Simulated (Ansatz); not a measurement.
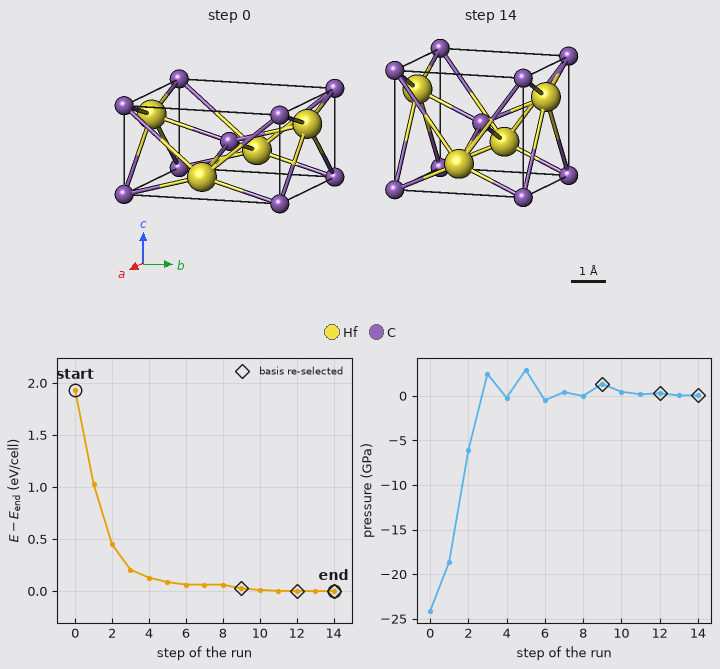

First and last geometry of a relaxation of crystalline HfC (a generated structure, set up in I-4m2) (coarse preliminary run), with the history of the run. A ball-and-stick model of the conventional cell (2 times the calculation's cell), seen slightly off an axis. Lengths and directions refer to the drawn axes.

Theory: DFT PBE, scalar-relativistic, plane waves, PAW (Ansatz 0.2.0).

The input:
```yaml
crystal:
  lattice:
    - [-2.43402926, 2.43402926, 1.32870842]
    - [2.43402926, -2.43402926, 1.32870842]
    - [2.43402926, 2.43402926, -1.32870842]
  atoms:
    - { symbol: Hf, position: [0.25, 0.75, 0.5] }
    - { symbol: C, position: [0.0, 0.0, 0.0] }
basis:
  ecutwfc: 420
kpoints:
  mp_grid: { grid: [8, 8, 8] }
hamiltonian:
  xc: pbe
scf:
  occupations: { method: gaussian, width: 0.1 }
  lower_state_search: "off"
output:
  forces: true
  stress: true
  eigenvalues: true
relax:
  adjacent_minimum: "off"
  f_tol: 0.04
  max_steps: 70
  cell: { stress_tol: 0.4 }
```

Launched with:
```bash
ansatz run input.yaml --threads 1 --pin off --max-ram 2560MiB --backend cpu --events-out ev --progress --plain --runs-dir out
```

> Read the history and describe the run.

It converged. After 11 accepted moves (14 points after the start) the energy has fallen by 1.934 eV per cell of the calculation. All forces vanish by symmetry, so only the cell relaxes. The pressure goes from −24.15 to 0.06 GPa. At 3 points the geometry stayed and the basis and grid were re-selected for the new cell (energy shift of 36.6 meV per cell of the calculation at most each time). The atoms keep their places relative to the cell (all moves are under 0.005 Å). The volume changes by −8.3 %, with a = b 4.868 → 4.020 Å (−17.4 %), c 2.657 → 3.574 Å (+34.5 %). Near-neighbour distances that change, for instance: Hf1–Hf1 2.657 → 3.574 Å, Hf1–Hf1 (another image) 3.690 → 3.357 Å, Hf1–C2 2.523 → 2.200 Å, Hf1–C2 (another image) 3.146 → 3.350 Å. Bond angles that change, for instance: Hf1–C2–Hf1 149.5° → 132.1°, C2–Hf1–C2 149.5° → 132.1°, Hf1–C2–Hf1 94.0° → 99.5°. The space group stays I-4m2 (No. 119).

```tsv
step	E − E(0), meV/atom	pressure, GPa	volume, Å³/atom	note
0	0.00	-24.15	15.744	
1	-451.18	-18.62	14.584	
2	-742.12	-6.12	13.392	
3	-863.80	2.47	12.998	
4	-901.75	-0.21	13.356	
5	-923.22	2.93	13.412	
6	-935.20	-0.49	13.822	
7	-935.51	0.41	13.814	
8	-935.61	0.00	13.827	
9	-953.89	1.35	13.827	same geometry, new basis
10	-960.90	0.46	14.073	
11	-965.11	0.18	14.348	
12	-966.44	0.30	14.348	same geometry, new basis
13	-966.63	0.06	14.437	
14	-966.75	0.06	14.437	same geometry, new basis
```
